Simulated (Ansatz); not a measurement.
## Cu2O: a changed input and its effect

System: Cu2O (Pn-3m, 6 atoms in the cell).
Method of run A: DFT, PBE, plane waves, PAW, no spin polarisation (Ansatz 0.2.0).

The structure derives from a Materials Project entry. Text and figures count atoms from 1; the logs count them from 0 in places.

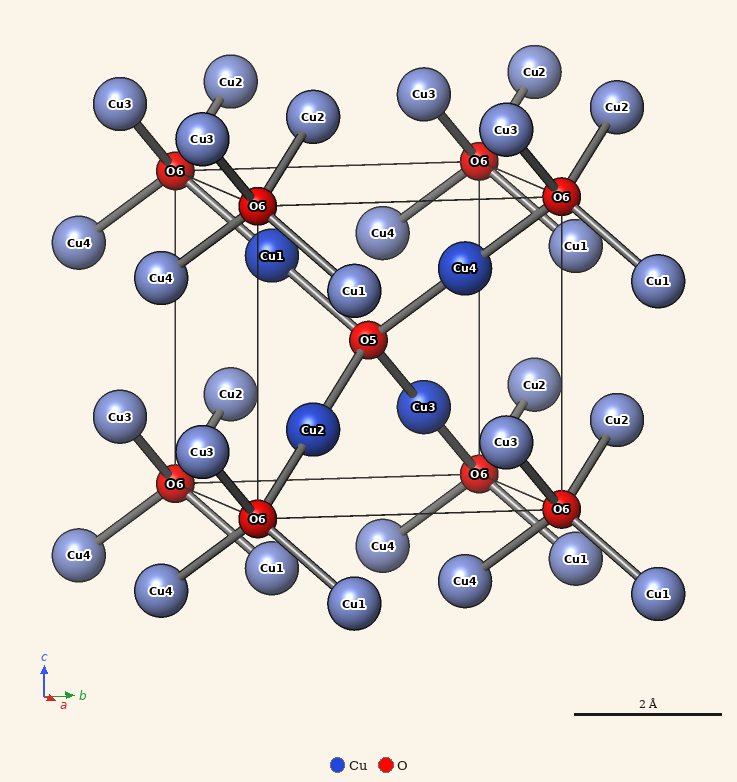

The structure (ball-and-stick view of the cell of the calculation, seen slightly off an axis; neighbours outside the cell are drawn fainter; atoms are numbered from 1 in the order of the input). Near neighbours in the crystal (not all of them lie inside the picture): Cu has 2 O at 1.86 Å; O has 4 Cu at 1.86 Å.

## The input, run A
```yaml
crystal:
  lattice:
    - [4.2982238188, 0.0, 0.0]
    - [0.0, 4.2982238188, 0.0]
    - [0.0, 0.0, 4.2982238188]
  atoms:
    - { symbol: Cu, position: [0.25, 0.25, 0.75] }
    - { symbol: Cu, position: [0.75, 0.25, 0.25] }
    - { symbol: Cu, position: [0.25, 0.75, 0.25] }
    - { symbol: Cu, position: [0.75, 0.75, 0.75] }
    - { symbol: O, position: [0.5, 0.5, 0.5] }
    - { symbol: O, position: [0.0, 0.0, 0.0] }
basis:
  ecutwfc: 420
kpoints:
  mp_grid: { grid: [8, 8, 8] }
hamiltonian:
  xc: pbe
scf:
  occupations: { method: gaussian, width: 0.02 }
  algorithm: density_mixing
output:
  forces: true
  eigenvalues: true
  stress: true
```

Launched with:
```bash
ansatz run input.yaml --threads 4 --pin off --max-ram 8192MiB --backend cpu --events-out ev --progress --plain --runs-dir out
```

Hardware: 4 threads of Intel Xeon @ 2.70GHz, 189 GiB of memory available, shared host.

## Output, shortened to warnings, some set-up lines, iterations and results (run A)
```
Basis set: ecut = 420 eV, 1551 PW (Γ), exchange–correlation on 60×60×60 points (8 copies of the dense FFT grid, shifted against one another)
Symmetry: 48 space group operations
k-points: 35 of 512
Initial density: superposition of atomic densities (neutral atoms: chi_scale 0, normalization atom), corrected by the library's trained network
[...]
SCF iter   1: F=—  HF=-27632.990646 eV  |F-HF|=—  |Δ(HF+E_count)|=         —  Δρ=1.67e-3  dr2=1.10e-3  ethr=1.77e-3  ⟨swp⟩=6.3  Hψ=6378  notcnv=0
SCF iter   2: F=—  HF=-27632.991685 eV  |F-HF|=—  |Δ(HF+E_count)|=   1.04e-3  Δρ=6.84e-4  dr2=2.16e-4  ethr=1.25e-6  ⟨swp⟩=3.1  Hψ=4033  notcnv=0  defer=54
SCF iter   3: F=—  HF=-27632.991855 eV  |F-HF|=—  |Δ(HF+E_count)|=   1.71e-4  Δρ=8.50e-4  dr2=3.28e-4  ethr=2.46e-7  ⟨swp⟩=2.0  Hψ=3378  notcnv=0  defer=35
SCF iter   4: F=—  HF=-27632.991859 eV  |F-HF|=—  |Δ(HF+E_count)|=   4.07e-6  Δρ=1.69e-4  dr2=1.45e-5  ethr=2.46e-7  ⟨swp⟩=2.0  Hψ=2459  notcnv=0  defer=35
SCF iter   5: F=—  HF=-27632.991702 eV  |F-HF|=—  |Δ(HF+E_count)|=   1.57e-4  Δρ=7.76e-5  dr2=6.49e-6  ethr=1.64e-8  ⟨swp⟩=2.0  Hψ=2732  notcnv=0  defer=35
SCF iter   6: F=—  HF=-27632.991702 eV  |F-HF|=—  |Δ(HF+E_count)|=   7.07e-7  Δρ=8.08e-5  dr2=3.08e-6  ethr=7.37e-9  ⟨swp⟩=2.0  Hψ=2722  notcnv=0  defer=35
SCF iter   7: F=—  HF=-27632.991702 eV  |F-HF|=—  |Δ(HF+E_count)|=   5.39e-7  Δρ=1.08e-5  dr2=8.34e-8  ethr=1.14e-10  ⟨swp⟩=5.5  Hψ=7718  notcnv=0
SCF iter   8: F=-27632.991702 eV  HF=-27632.991702 eV  |F-HF|=1.47e-8  |Δ(HF+E_count)|=   5.06e-8  Δρ=1.19e-5  dr2=5.51e-8  ethr=9.48e-11  ⟨swp⟩=3.9  Hψ=5336  notcnv=0
SCF 1 converged in 8 iterations: F = -27632.991702 eV  dr2 = 5.51e-8
SCF converged after 8 iterations
Free energy (F): -27632.991702 eV
Harris-Foulkes:  -27632.991702 eV  (|F-HF|=1.47e-8)
Internal energy: -27632.991702 eV  (E = F + TS)
E sigma→0 (E₀):  -27632.991702 eV
Fermi energy:    10.774288 eV
--- Per-component energies (eV) ---
  E_band       = -1861.901794
  E_kinetic    = 1543.066172
  E_local      = -19926.016648  (includes V_loc(G=0)·N_el)
  E_nonlocal   = 1677.253405
  E_hartree    = 8694.586548
  E_xc         = -497.799279
  E_vxc        = -639.828687  (∫ρ·V_xc dr)
  E_paw        = -6982.769021  (= ΣΔE_a)
  E_vpaw       = -1905.584301  (= ΣTr[D̂ρ^β])
  E_aug_tail   = 0.005531  (compensation charges beyond the density's cutoff)
  E_ewald      = -12141.318409
  E_smearing   = -0.000000  (= −TS)
  E_closure    = 0.000000  (closes the sum)
  Σ components = -27632.991702   (vs F -27632.991702, Δ=0.00e0)
--- Forces (eV/Å), atoms counted from 1 ---
  atom   1  Cu     0.00000000    -0.00000000    -0.00000000
  atom   2  Cu     0.00000000    -0.00000000     0.00000000
  atom   3  Cu     0.00000000    -0.00000000    -0.00000000
  atom   4  Cu     0.00000000     0.00000000     0.00000000
  atom   5  O     -0.00000000     0.00000000    -0.00000000
  atom   6  O      0.00000000     0.00000000     0.00000000
  max |Σ_I F_I| component: 8.10e-18 eV/Å
--- Stress (GPa, compression-positive) ---
        0.006227       0.000000       0.000000
        0.000000       0.006227       0.000000
        0.000000       0.000000       0.006227
  P = ⅓ Tr σ = 0.0062 GPa (0.062 kbar)
```

For run B the input was changed thus:
```diff
+  xc_grid: 2
+  band_path: { path: [VBM, CBM], npoints: 2 }
-  algorithm: density_mixing
```

What does this change do to the results?

The energy doesn't change within 0.01 meV per atom. The number of SCF iterations is the same.

## Output, shortened to warnings, some set-up lines, iterations and results (run B)
```
Basis set: ecut = 420 eV, 1551 PW (Γ), exchange–correlation on 60×60×60 points (8 copies of the dense FFT grid, shifted against one another)
Symmetry: 48 space group operations
k-points: 35 of 512
Initial density: superposition of atomic densities (neutral atoms: chi_scale 0, normalization atom), corrected by the library's trained network
[...]
SCF iter   1: F=—  HF=-27632.990646 eV  |F-HF|=—  |Δ(HF+E_count)|=         —  Δρ=1.67e-3  dr2=1.10e-3  ethr=1.77e-3  ⟨swp⟩=6.3  Hψ=6378  notcnv=0
SCF iter   2: F=—  HF=-27632.991685 eV  |F-HF|=—  |Δ(HF+E_count)|=   1.04e-3  Δρ=6.84e-4  dr2=2.16e-4  ethr=1.25e-6  ⟨swp⟩=3.1  Hψ=4033  notcnv=0  defer=54
SCF iter   3: F=—  HF=-27632.991855 eV  |F-HF|=—  |Δ(HF+E_count)|=   1.71e-4  Δρ=8.50e-4  dr2=3.28e-4  ethr=2.46e-7  ⟨swp⟩=2.0  Hψ=3378  notcnv=0  defer=54
SCF iter   4: F=—  HF=-27632.991859 eV  |F-HF|=—  |Δ(HF+E_count)|=   4.07e-6  Δρ=1.69e-4  dr2=1.45e-5  ethr=2.46e-7  ⟨swp⟩=2.0  Hψ=2459  notcnv=0  defer=54
SCF iter   5: F=—  HF=-27632.991702 eV  |F-HF|=—  |Δ(HF+E_count)|=   1.57e-4  Δρ=7.76e-5  dr2=6.49e-6  ethr=1.64e-8  ⟨swp⟩=2.0  Hψ=2732  notcnv=0  defer=54
SCF iter   6: F=—  HF=-27632.991702 eV  |F-HF|=—  |Δ(HF+E_count)|=   7.07e-7  Δρ=8.08e-5  dr2=3.08e-6  ethr=7.37e-9  ⟨swp⟩=2.0  Hψ=2721  notcnv=0  defer=54
SCF iter   7: F=—  HF=-27632.991702 eV  |F-HF|=—  |Δ(HF+E_count)|=   5.39e-7  Δρ=1.08e-5  dr2=8.34e-8  ethr=1.14e-10  ⟨swp⟩=6.3  Hψ=7982  notcnv=0
SCF iter   8: F=-27632.991702 eV  HF=-27632.991702 eV  |F-HF|=1.46e-8  |Δ(HF+E_count)|=   5.06e-8  Δρ=1.19e-5  dr2=5.51e-8  ethr=9.47e-11  ⟨swp⟩=3.8  Hψ=5332  notcnv=0
SCF 1 converged in 8 iterations: F = -27632.991702 eV  dr2 = 5.51e-8
NSCF: frozen V_eff on 20 k-points
NSCF: frozen V_eff on 20 k-points
NSCF: frozen V_eff on 1 k-points
NSCF: frozen V_eff on 3 k-points
NSCF: frozen V_eff on 3 k-points
NSCF: frozen V_eff on 3 k-points
NSCF: frozen V_eff on 3 k-points
NSCF: frozen V_eff on 3 k-points
SCF converged after 8 iterations
Free energy (F): -27632.991702 eV
Harris-Foulkes:  -27632.991702 eV  (|F-HF|=1.46e-8)
Internal energy: -27632.991702 eV  (E = F + TS)
E sigma→0 (E₀):  -27632.991702 eV
Fermi energy:    10.774288 eV
--- Per-component energies (eV) ---
  E_band       = -1861.901794
  E_kinetic    = 1543.066172
  E_local      = -19926.016644  (includes V_loc(G=0)·N_el)
  E_nonlocal   = 1677.253404
  E_hartree    = 8694.586544
  E_xc         = -497.799279
  E_vxc        = -639.828687  (∫ρ·V_xc dr)
  E_paw        = -6982.769021  (= ΣΔE_a)
  E_vpaw       = -1905.584300  (= ΣTr[D̂ρ^β])
  E_aug_tail   = 0.005531  (compensation charges beyond the density's cutoff)
  E_ewald      = -12141.318409
  E_smearing   = -0.000000  (= −TS)
  E_closure    = -0.000000  (closes the sum)
  Σ components = -27632.991702   (vs F -27632.991702, Δ=0.00e0)
--- Forces (eV/Å), atoms counted from 1 ---
  atom   1  Cu     0.00000000    -0.00000000     0.00000000
  atom   2  Cu     0.00000000    -0.00000000     0.00000000
  atom   3  Cu     0.00000000    -0.00000000    -0.00000000
  atom   4  Cu     0.00000000    -0.00000000     0.00000000
  atom   5  O      0.00000000    -0.00000000     0.00000000
  atom   6  O     -0.00000000     0.00000000    -0.00000000
  max |Σ_I F_I| component: 2.25e-28 eV/Å
--- Stress (GPa, compression-positive) ---
        0.006227       0.000000       0.000000
        0.000000       0.006227       0.000000
        0.000000       0.000000       0.006227
  P = ⅓ Tr σ = 0.0062 GPa (0.062 kbar)
```

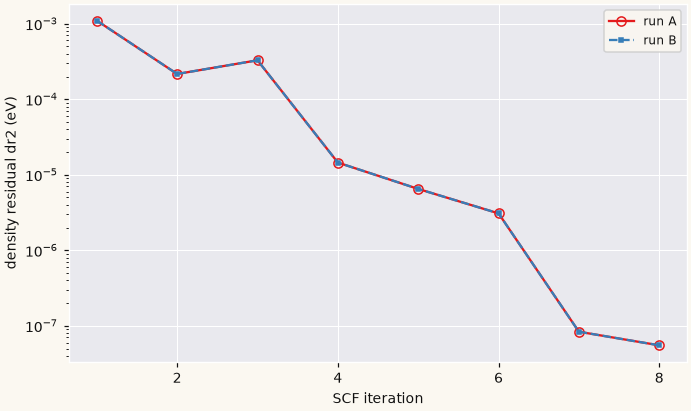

Convergence of the two runs: density residual dr2 against the SCF iteration. Run A takes 8 iterations in all, and run B takes 8.

## The two runs side by side

| quantity | run A | run B |
| --- | --- | --- |
| outcome | converged | converged |
| free energy per atom (eV) | −4605.4986 | −4605.4986 |
| gap on the mesh (eV) | 0.48 | 0.48 |
| pressure (GPa) | 0.01 | 0.01 |
| largest force (eV/Å) | 0.000 | 0.000 |
| SCF iterations | 8 | 8 |
| irreducible k-points | 35 | 35 |
| plane waves at Γ | 1551 | 1551 |
| wall time (shared host) | 4.1 s | 5.6 s |
